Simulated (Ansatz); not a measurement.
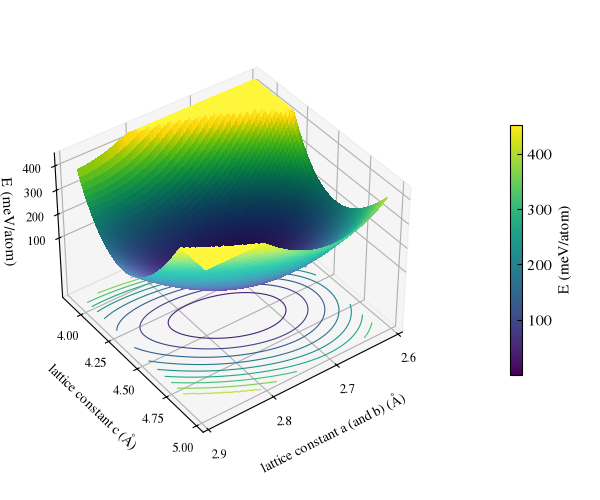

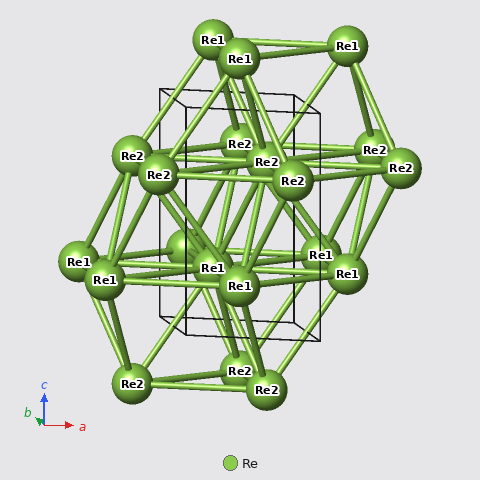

Energy landscape of Re (P6_3/mmc, No. 194; 2 atoms in the cell). The energy is mapped over the lattice constants a and c of the conventional cell. Coordinates scanned: (1) lattice constant a (and b); (2) lattice constant c. Nothing is relaxed (symmetry fixes all fractional coordinates). The grid has 7 × 7 points. Energies are in meV/atom, from the lowest grid point. Method: DFT PBEsol, scalar-relativistic, plane waves, PAW in Ansatz. Settings: cutoff 420 eV, k-mesh 18×18×10 in the order of the run's cell vectors, gaussian smearing 0.15 eV, no spin polarisation.

Drawn: a relief with its contours projected below, any walls above the top of the colour scale cut off. Between grid points the surface is interpolated. The second picture is the structure at the lowest point

Where are the wells?

The lowest grid point is at lattice constant a (and b) = 2.750 Å, lattice constant c = 4.443 Å. It is the only kind of minimum in the scanned range. The highest grid point, lattice constant a (and b) = 2.613 Å, lattice constant c = 3.910 Å, lies 1254 meV/atom above the lowest. Round the minimum the valley is somewhat tilted: raising lattice constant a (and b) shifts the best value of lattice constant c downwards (coupling k₁₂/√(k₁₁k₂₂) about 0.4).

Each point was launched as `ansatz run input.yaml --threads 1 --pin off --max-ram 2048MiB --backend cpu --events-out ev --progress --plain --runs-dir out`. The whole map (49 points run) took 4.7 min on 1 thread of Arm Neoverse V1 (shared host).
